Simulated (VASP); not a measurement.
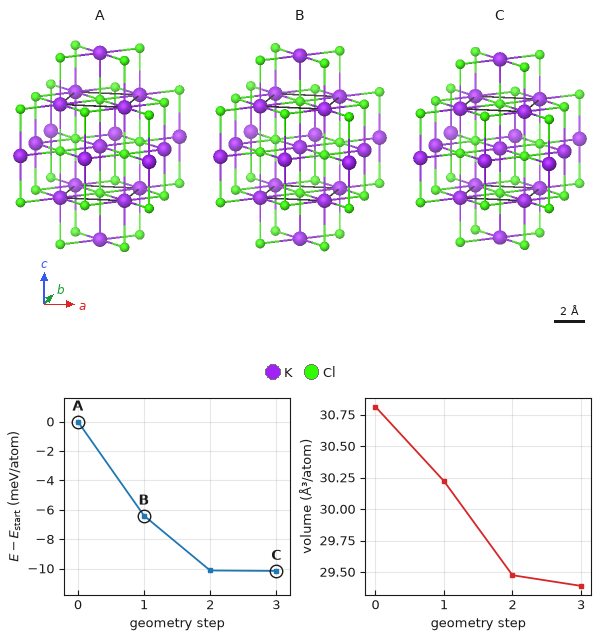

Frames of a relaxation of solid KCl (a generated structure, set up in I4/mmm), marked on the history of the run. The picture is a ball-and-stick view of the cell of the calculation, seen slightly off an axis.

The run lets cell and atoms move.

Level of theory: Kohn-Sham DFT of a periodic cell, LDA, VASP PAW LDA potentials, recommended in VASP.

The input:
```
SYSTEM = KCl
  ALGO = Fast
  EDIFF = 1E-6
  EDIFFG = -0.02
  ENCUT = 600
  GGA = CA
  IBRION = 2
  ISIF = 3
  ISMEAR = 0
  LASPH = .TRUE.
  LATTICE_CONSTRAINTS = .FALSE. .FALSE. .TRUE.
  LCHARG = .FALSE.
  LREAL = .FALSE.
  LWAVE = .FALSE.
  NELM = 60
  NSW = 60
  PREC = Accurate
  SIGMA = 0.02
```

Launched with:
```bash
cat potpaw_LDA.64/K_sv/POTCAR potpaw_LDA.64/Cl/POTCAR > POTCAR
mpirun -np 1 vasp_std > vasp.out
```

> What happens along the run?

After 3 geometry steps the energy has fallen by 10.2 meV per atom. All forces vanish by symmetry, so only the cell relaxes. Pressure: −1.71 GPa at the start and −0.85 GPa at the end. The atoms keep their places relative to the cell (all moves are under 0.005 Å). The drawn cell changes as follows: a = b unchanged at 4.407 Å, c 6.346 → 6.052 Å (−4.6 %); the volume changes by −4.6 %. Near-neighbour distances that change, for instance: Cl–K 3.173 → 3.026 Å. The space group stays I4/mmm (No. 139). From step 0 to 1: volume −1.9 %, energy −6.4 meV per atom. From step 1 to 3: volume −2.8 %, energy −3.8 meV per atom.
